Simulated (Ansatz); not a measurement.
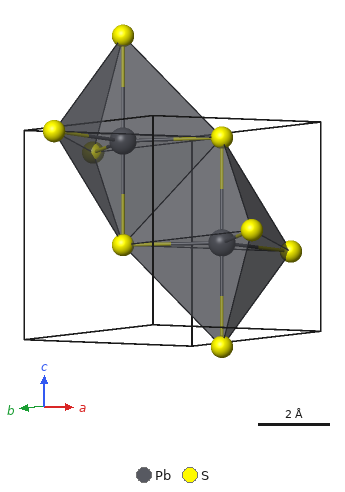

The structure (polyhedral view of the cell of the calculation, seen at an oblique angle; polyhedra are completed across the faces of the cell).

PbS: Wannier-function calculation

The run: Wannier-function calculation of PbS (P6₃mc, 4 atoms in the cell). Method and program: maximally localised Wannier functions of PBE bands, plane waves, PAW, no spin polarisation (Ansatz 0.2.0).

The structure was built on a prototype by a generator. The geometry comes from this level: r2SCAN. It belongs to a series of runs on one base structure; here: anion s p.

Log
```
scf.n_extra_bands = 6 over 20 filled bands (N_el = 40.0): the run solves 26 bands
Engine: ansatz 0.2.0, x86_64-unknown-linux-gnu
Pseudopotentials: kind: paw
Pseudopotential: Pb, paw, valence charge 14, recommended cutoff 420 eV (normal), Pb.paw.azcp
Pseudopotential: S, paw, valence charge 6, recommended cutoff 420 eV (normal), S.paw.azcp
Functional definition: PBE
  parameter kappa = 0.804
  parameter beta = 0.06672455060314922
  exchange = pbe_x(kappa = kappa, mu = beta*pi^2/3)
  correlation = pbe_c(beta = beta)
Crystal: 4 atoms, lattice volume = 129.700 Å³
Basis set: ecut = 420 eV, 2523 PW (Γ)
Bands: 26, of which v1, the nominal top of the filled ones, is band 20 counted from 1 (19 counted from 0)
Symmetry: 12 space group operations
Space group: P63mc (ITA 186), of the structure as read, at distance tolerance 5.1e-5 Å
k-points: 21 of 144 (time reversal used)
Non-local potential: Pb, projectors of the file, l = 0: 2, l = 1: 2, l = 2: 2, l = 3: 2
Non-local potential: S, projectors of the file, l = 0: 2, l = 1: 2, l = 2: 2
PAW form: soft (Blöchl's): semilocal exchange-correlation on the pseudo side does not see the compensation charge
PAW one-centre angular grid: Pb, 590 points (default); XC on 64 Gauss nodes
PAW one-centre angular grid: S, 110 points (default); XC on 64 Gauss nodes
Initial density: superposition of atomic densities (neutral atoms: chi_scale 0, normalization atom), corrected by the library's trained network
Initial wavefunctions: pseudopotential atomic-orbital guess
Functional: x = pbe(κ = 0.804, μ = 0.2195149727645171), c = pbe(β = 0.06672455060314922)
SCF iter   1: F=—  HF=-25618.828528 eV  |F-HF|=—  |Δ(HF+E_count)|=         —  Δρ=1.52e-3  dr2=6.77e-3  ethr=1.77e-3  ⟨swp⟩=4.9  Hψ=2151  notcnv=0  defer=80
preconditioner: auto → Resta (q_TF=auto, 2.243 Å⁻¹)  ε∞=3.1  [insulator: Δε(μ)=1.445 eV  Ē_g=14.295 eV  n_scr=22 (ndim 8)  ℏωp=20.6 eV  f_vac=0.122  ε∞_Penn≈3.1]
SCF iter   2: F=—  HF=-25618.825690 eV  |F-HF|=—  |Δ(HF+E_count)|=   2.84e-3  Δρ=6.83e-4  dr2=1.13e-3  ethr=1.69e-5  ⟨swp⟩=3.0  Hψ=1164  notcnv=0  defer=82
SCF iter   3: F=—  HF=-25618.826107 eV  |F-HF|=—  |Δ(HF+E_count)|=   4.17e-4  Δρ=2.91e-4  dr2=2.90e-4  ethr=2.84e-6  ⟨swp⟩=2.3  Hψ=686  notcnv=0  defer=82
SCF iter   4: F=—  HF=-25618.826333 eV  |F-HF|=—  |Δ(HF+E_count)|=   2.25e-4  Δρ=7.42e-5  dr2=1.74e-5  ethr=7.26e-7  ⟨swp⟩=2.0  Hψ=728  notcnv=0  defer=82
SCF iter   5: F=—  HF=-25618.826366 eV  |F-HF|=—  |Δ(HF+E_count)|=   3.28e-5  Δρ=3.13e-5  dr2=1.45e-6  ethr=4.36e-8  ⟨swp⟩=2.4  Hψ=804  notcnv=0  defer=49
SCF iter   6: F=-25618.826374 eV  HF=-25618.826373 eV  |F-HF|=3.23e-7  |Δ(HF+E_count)|=   7.88e-6  Δρ=4.75e-6  dr2=3.07e-8  ethr=2.50e-10  ⟨swp⟩=7.0  Hψ=2833  notcnv=0
SCF 1 converged in 6 iterations: F = -25618.826374 eV  dr2 = 3.07e-8
  greatest PAW one-centre occupation: 0.982 electrons in one spin orbital (limit 2), on the Pb atom at site 1 (counted from 0), in its partial waves of l = 2
NSCF: frozen V_eff on 93 k-points
NSCF: frozen V_eff on 24 k-points
the Wannier pass solved 24 of the 144 points of its mesh, and has the states at the others by symmetry: states obtained by the crystal's operations at points that were solved too leave a residual of 2.22e-13 eV (read by the count's bands and the next), within 6.67e-6 eV
SCF converged after 6 iterations
Free energy (F): -25618.826374 eV
Harris-Foulkes:  -25618.826373 eV  (|F-HF|=3.23e-7)
Internal energy: -25618.826374 eV  (E = F + TS)
E sigma→0 (E₀):  -25618.826374 eV
Fermi energy:    5.828126 eV
--- Per-component energies (eV) ---
  E_band       = -205.839075
  E_kinetic    = 785.912880
  E_local      = -3002.050810  (includes V_loc(G=0)·N_el)
  E_nonlocal   = 756.847001
  E_hartree    = 1181.804588
  E_xc         = -636.202823
  E_vxc        = -439.681322  (∫ρ·V_xc dr)
  E_paw        = -22006.543399  (= ΣΔE_a)
  E_vpaw       = -670.479271  (= ΣTr[D̂ρ^β])
  E_aug_tail   = 0.000099  (compensation charges beyond the density's cutoff)
  E_ewald      = -2698.593910
  E_smearing   = -0.000000  (= −TS)
  E_closure    = 0.000000  (closes the sum)
  Σ components = -25618.826374   (vs F -25618.826374, Δ=0.00e0)
--- Band table (eV; the first three rows and the last of 21) ---
  k-point 0: bands = ["-10.9404", "-10.8481", "-10.8481", "-10.8476", "-10.8476", "-10.8461", "-10.8461", "-10.8206", "-10.7974", "-10.7974", "-7.1493", "-5.7101", "-1.1064", "-0.0817", "1.3074", "2.8022", "2.8022", "3.9332", "3.9484", "3.9484", "7.8520", "7.8520", "9.1904", "9.1904", "10.8991", "11.2058"]
  k-point 1: bands = ["-10.9154", "-10.8600", "-10.8600", "-10.8533", "-10.8533", "-10.8296", "-10.8269", "-10.8269", "-10.7995", "-10.7995", "-6.9880", "-5.9774", "-1.3011", "-0.5393", "2.4295", "2.9656", "2.9656", "3.7855", "3.7855", "4.6926", "7.8544", "7.8544", "8.7858", "8.7858", "9.1490", "10.2609"]
  k-point 2: bands = ["-10.8646", "-10.8646", "-10.8610", "-10.8610", "-10.8610", "-10.8610", "-10.8090", "-10.8090", "-10.8090", "-10.8090", "-6.5358", "-6.5358", "-1.1544", "-1.1544", "3.3734", "3.3734", "3.3734", "3.3734", "4.5209", "4.5209", "8.1481", "8.1481", "8.1481", "8.1481", "8.4006", "8.4006"]
  k-point 20: bands = ["-10.8697", "-10.8697", "-10.8505", "-10.8505", "-10.8413", "-10.8413", "-10.8192", "-10.8192", "-10.8161", "-10.8161", "-6.0487", "-6.0487", "-2.5556", "-2.5556", "2.2975", "2.2975", "4.4071", "4.4071", "5.8281", "5.8281", "7.2486", "7.2486", "8.6209", "8.6209", "9.9245", "9.9245"]
Wannier search: line search 1 of at most 3000: gauge-dependent spread (as the search counts it) 3.5646626 Å², largest recent change 4.0e-1 Å² and fall left 1.1e-2 Å² against conv_tol 1.0e-8 Å², 0 stops escaped
```

File wannier.spreads.toml
```
omega_i_ang2 = 23.701567263519337
omega_d_ang2 = 0.08642873405499497
omega_od_ang2 = 1.714773920096839
omega_total_ang2 = 25.50276991767117
least_projectability = 0.467805567915817
b_vectors_match_mmn = true
n_iter = 33
converged = true
rejected_fitted_steps = 3

[[wannier]]
r = [0.0000000054317838583464435, 3.516170217278498, 2.5541424287170766]
spread = 2.996627247641378

[[wannier]]
r = [0.5465777151517762, 2.569469831934403, 2.5541424217024886]
spread = 2.9966272595139625

[[wannier]]
r = [-0.5465777175998492, 2.5694698416414234, 2.554142411043925]
spread = 2.9966272730286843

[[wannier]]
r = [1.9519372926870566, 1.7580851055730884, 5.552990904874528]
spread = 2.9966272757141468

[[wannier]]
r = [3.0450927164365593, 1.7580851025254318, 5.552990866071998]
spread = 2.9966272938167435

[[wannier]]
r = [2.4985150122777715, 0.8113847417851885, 5.552990868377086]
spread = 2.9966273254213007

[[wannier]]
r = [2.4985150236541904, 1.442518306558178, 5.927025952097488]
spread = 3.7615030469510913

[[wannier]]
r = [-0.000000003822618674428469, 2.8850366242352337, 2.9281774021425204]
spread = 3.76150319558354

[[curvature_check]]
after_line_search = 18
omega_tilde_before_ang2 = 2.589807922043063
krylov_steps = 33
lowest_ritz_value_ang2 = -1.349879149904616
residual_ang2 = 3.4340858580182123e-18
settled = true
first_negative_step = 3
curvature_along_ang2 = -1.3498192657535586
angle_rad = 0.7664747349232328
omega_tilde_after_ang2 = 2.1313811229503936
outcome = "escaped"

[[curvature_check]]
after_line_search = 33
omega_tilde_before_ang2 = 1.801202654151834
krylov_steps = 23
lowest_ritz_value_ang2 = 0.41503923614462584
residual_ang2 = 3.452273827012298e-9
settled = true
outcome = "no-negative-curvature"
```

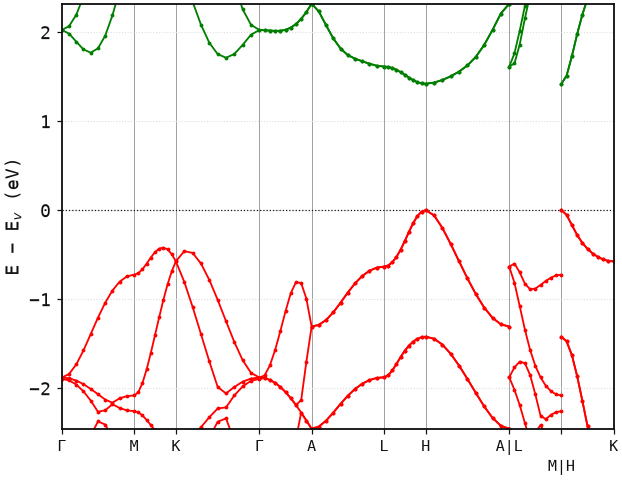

Band structure along Γ–M–K–Γ–A–L–H–A|L–M|H–K, with energies from the valence-band top. There is a gap of 1.42 eV on this path, direct, at H.

This output came from the following input.

The input
```yaml
crystal:
  lattice:
    - [4.9970300227, 0.0, 0.0]
    - [-2.4985150114, 4.3275549432, 0.0]
    - [0.0, 0.0, 5.9976969638]
  atoms:
    - { symbol: Pb, position: [0.3333333333, 0.6666666667, -0.0640822957] }
    - { symbol: Pb, position: [0.6666666667, 0.3333333333, 0.4359177043] }
    - { symbol: S, position: [0.3333333333, 0.6666666667, 0.4390822957] }
    - { symbol: S, position: [0.6666666667, 0.3333333333, 0.9390822957] }
kpoints:
  mp_grid: { grid: [6, 6, 4] }
  band_path:
    path:
      - [[0.0, 0.0, 0.0], [0.5, -3.982214484662e-17, -1.482322437949e-35], [0.3333333333333, 0.3333333333333, -1.0614682607e-35], [0.0, 0.0, 0.0], [5.733042910207e-52, 3.13262161513e-52, 0.5], [0.5, -3.982214484662e-17, 0.5], [0.3333333333333, 0.3333333333333, 0.5], [5.733042910207e-52, 3.13262161513e-52, 0.5]]
      - [[0.5, -3.982214484662e-17, 0.5], [0.5, -3.982214484662e-17, -1.482322437949e-35]]
      - [[0.3333333333333, 0.3333333333333, 0.5], [0.3333333333333, 0.3333333333333, -1.0614682607e-35]]
    npoints: 10
hamiltonian:
  xc: pbe
scf:
  occupations: { method: fixed }
  n_extra_bands: 6
output:
  forces: false
  stress: false
  eigenvalues: true
  wannier:
    kmesh: [6, 6, 4]
    projections: [{ species: S, l: s }, { species: S, l: p }]
    minimise: true
    write_hr: true
    conv_tol: 1.0e-08
    max_iter: 3000
```

File wannier.win
```
! ansatz wannier90 interface
! projections by site (counted from 0) and shell: 2 3S, 3 3S, 2 3P, 3 3P
! states of the run's bands (counted from 1): 11-12, 15-20
! their least projectability: 0.4678
num_bands = 8
num_wann  = 8
num_iter  = 2000
conv_tol = 1e-8
conv_window = 5
guiding_centres = true
shell_list = 2 1
write_hr = true

begin unit_cell_cart
Ang
        4.997030022739415    2.886753584556366e-11                      0.0
      -2.4985150113947077        4.327554943151431                      0.0
                      0.0                      0.0             5.9976969638
end unit_cell_cart

begin atoms_frac
Pb        0.3333333333333333       0.6666666666666666            -0.0640822957
Pb        0.6666666666666666       0.3333333333333333             0.4359177043
S         0.3333333333333333       0.6666666666666666             0.4390822957
S         0.6666666666666666       0.3333333333333333             0.9390822957
end atoms_frac

mp_grid = 6 6 4
```

Run as:
```bash
ansatz run input.yaml --threads 4 --pin off --max-ram 3686MiB --backend cpu --events-out ev --progress --plain --runs-dir out
```

Key numbers

| quantity | value |
| --- | --- |
| outcome | converged |
| space group (tolerance 0.01 Å) | P6₃mc (186) |
| electrons treated | 40 |
| free energy | −25618.8264 eV |
| total spread of the Wannier functions | 25.503 Å² |
| Fermi energy | 5.828 eV |
| gap on the k-point mesh | 1.42 eV |
| hardware | 4 threads of AMD EPYC (Zen 5), 192 GiB of memory available, shared host |
| wall time | 3.2 s (CPU time 11 s) |
| peak memory | 0.51 GiB |

Notes

Spin–orbit coupling is left out, which matters for Pb.
